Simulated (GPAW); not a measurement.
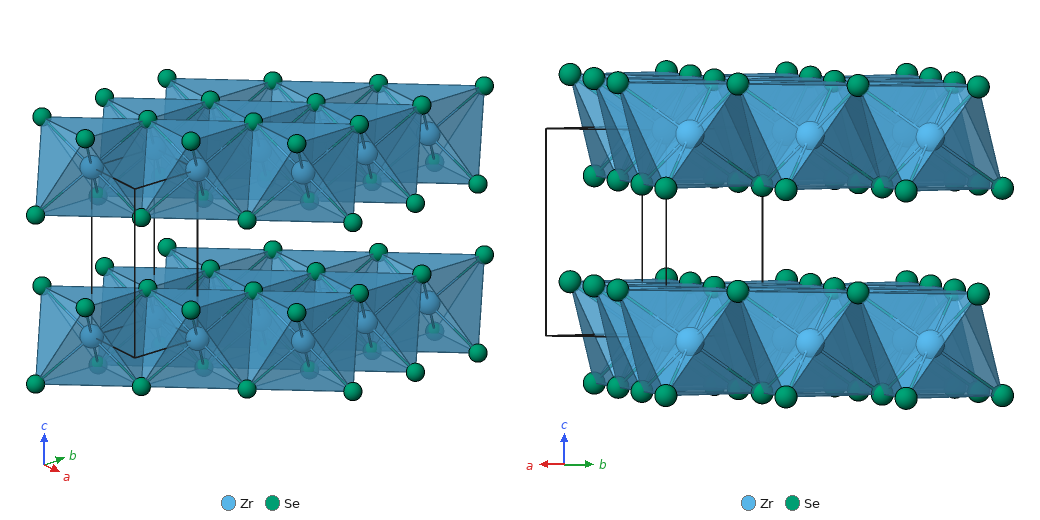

Polyhedra are drawn about Zr (bonds: Se–Zr below 3 Å); other atoms are plain spheres. Two views of the same piece.

The compound is ZrSe2 (space group P-3m1, No. 164), taken as an entry of the Crystallography Open Database, as set up for an electronic-structure calculation.

Question: What figure surrounds each Zr atom, and what does it share with the other drawn polyhedra?

Answer: Zr: ZrSe6 octahedron, sharing edges with six neighbours.

Question: How do these polyhedra hang together as a whole?

Answer: They form layers of edge-sharing octahedra parallel to (001).
